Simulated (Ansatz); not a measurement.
## Electronic structure of W2S5 (cell with a defect) in real space

Input

```
crystal:
  lattice:
    - [0.0, -5.5213404984, 0.0]
    - [0.0, -1.8404468328, 7.4744429926]
    - [-7.9693685575, -2.7606702492, 0.0]
  atoms:
    - { symbol: W, position: [0.7993225527, 0.0020323419, 0.4] }
    - { symbol: W, position: [0.1993225527, 0.0020323419, 0.6] }
    - { symbol: W, position: [0.3993225527, 0.0020323419, 0.2] }
    - { symbol: W, position: [0.9993225527, 0.0020323419, 0.0] }
    - { symbol: S, position: [0.1959256669, 0.2122229993, 0.8], spin: 0.333 }
    - { symbol: S, position: [0.3959256669, 0.2122229993, 0.4] }
    - { symbol: S, position: [0.7959256669, 0.2122229993, 0.6], spin: 0.333 }
    - { symbol: S, position: [0.9959256669, 0.2122229993, 0.2] }
    - { symbol: S, position: [0.5959256669, 0.2122229993, 0.0], spin: 0.333 }
    - { symbol: S, position: [0.3360517804, 0.7918446588, 0.8], spin: 0.333 }
    - { symbol: S, position: [0.5360517804, 0.7918446588, 0.4] }
    - { symbol: S, position: [0.9360517804, 0.7918446588, 0.6], spin: 0.333 }
    - { symbol: S, position: [0.1360517804, 0.7918446588, 0.2] }
    - { symbol: S, position: [0.7360517804, 0.7918446588, 0.0], spin: 0.333 }
  host:
    lattice:
      - [1.5938737115, 0.9202234164, 7.4744429926]
      - [-1.5938737115, 0.9202234164, 7.4744429926]
      - [0.0, -1.8404468328, 7.4744429926]
    atoms:
      - { symbol: W, position: [0.0006774473, 0.0006774473, 0.0006774473] }
      - { symbol: S, position: [0.4040743331, 0.4040743331, 0.4040743331] }
      - { symbol: S, position: [0.2639482196, 0.2639482196, 0.2639482196] }
basis:
  ecutwfc: 420
  xc_grid: 2
kpoints:
  mp_grid: { grid: [3, 2, 3], shift: [0.0, 0.5, 0.0] }
hamiltonian:
  xc: pbe
scf:
  occupations: { method: gaussian, width: 0.01 }
output:
  forces: true
  stress: false
  eigenvalues: true
  populations: true
  charged_corrections: { defect_position: [0.59932255, 0.00203234, 0.8] }
  write_density: true
  write_potential: true
  elf: true
  volumetric_format: npy
magnetization:
  spin_polarized: true
relax:
  adjacent_minimum: "off"
  f_tol: 0.025
  max_steps: 45
```

Launched as:

```sh
ansatz run input.yaml --threads 4 --pin off --max-ram 8192MiB --backend cpu --events-out ev --progress --plain --runs-dir out
```

The fields are those of the relaxed geometry.

Spin-polarised.

Computed with Ansatz, DFT PBE, scalar-relativistic, plane waves, PAW.

The density is the valence pseudo-density of a PAW calculation; it isn't the true density close to the nuclei.

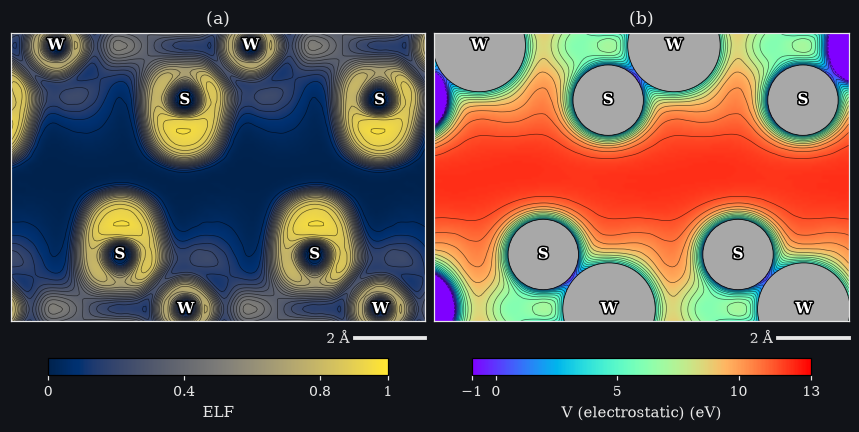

Figure 1. (a) ELF; (b) electrostatic potential (local pseudopotential plus Hartree) felt by an electron on the (001) plane of the calculation cell. Grey discs cover the atomic cores in the potential map.

What do the fields say about this system?

Answer. Atoms in the plane: W and S.
W–S (2.43 Å): the ELF peaks at about 0.85 in the valence shell of S, 0.8 Å from its nucleus, and is about 0.50 at the midpoint.
The features right at W lie inside the PAW spheres, where the map follows smoothed inner orbitals and isn't to be read closely.
Outside the cores the potential energy rises away from the atoms and is highest about 2.6 Å from the nearest atoms; its zero is arbitrary.

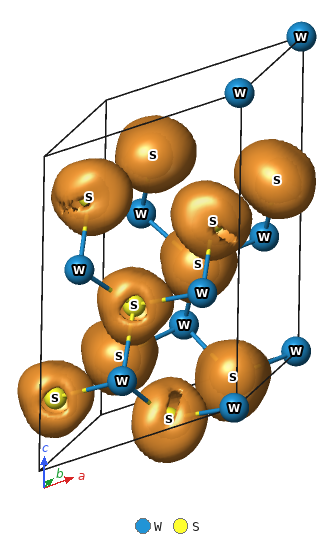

Figure 2. Isosurface of the electron localisation function at 0.75 (orange), seen slightly off an axis. Core shells and regions of very low density are left out. Sticks mark near contacts.

Where are the electrons localised?

Answer. The surface consists of ten regions wrapped around S (the valence shell of each), counted in one cell of 14 atoms. Any copies at cell faces, edges or corners count once. Profiles from the grid: W–S (2.36 Å): the ELF peaks at about 0.85 in the valence shell of S, 0.8 Å from its nucleus, and is about 0.50 at the midpoint. W–S (2.42 Å): the ELF peaks at about 0.85 in the valence shell of S, 0.8 Å from its nucleus, and is about 0.50 at the midpoint.

Metal or insulator at this level of theory?

Answer. It is gapless in this calculation (a metal or semimetal).
